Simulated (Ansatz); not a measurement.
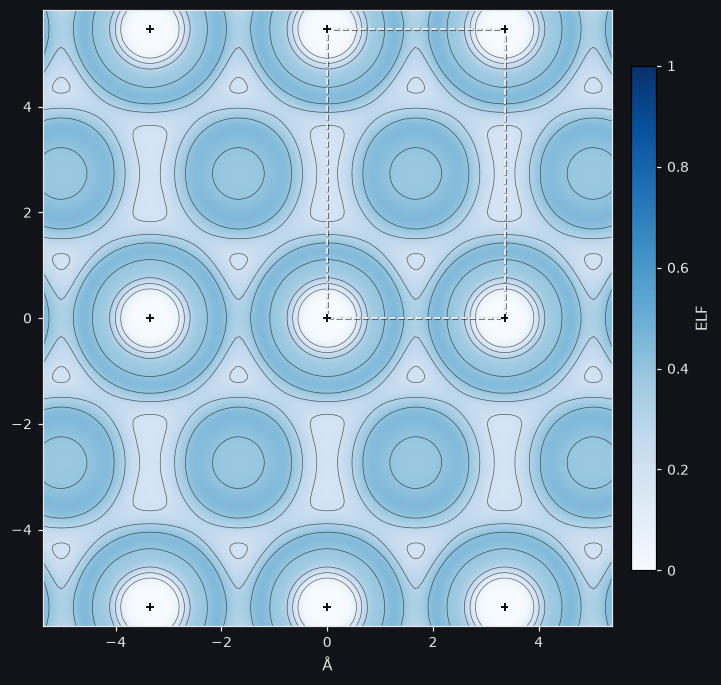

The ELF on a plane through atoms (crosses mark nuclei in the plane).

These are results of Kohn-Sham DFT of a periodic cell, PBE, Ansatz PAW in Ansatz, not measurements.

Candidates:
A. Sb, a = 3.35 Å, b = 3.35 Å, c = 5.47 Å, α = 90.00°, β = 90.00°, γ = 120.00°. Space group P6₃/mmc; a structure from a database of computed crystals, not necessarily the ambient phase.
B. TiO₂, a = 2.99 Å, b = 2.99 Å, c = 7.19 Å, α = 77.98°, β = 77.98°, γ = 60.00°. Space group P1; a structure from a database of computed crystals, not necessarily the ambient phase; changed on purpose from its base cell (atoms moved at random by about 0.05 A); not relaxed (largest force 1.4 eV/Å).

Question: Which candidate gave the map?

Answer: Candidate A: Sb on the (100) plane of the conventional cell, which holds Sb. Sb–Sb (3.35 Å): the ELF is about 0.35 at the midpoint.
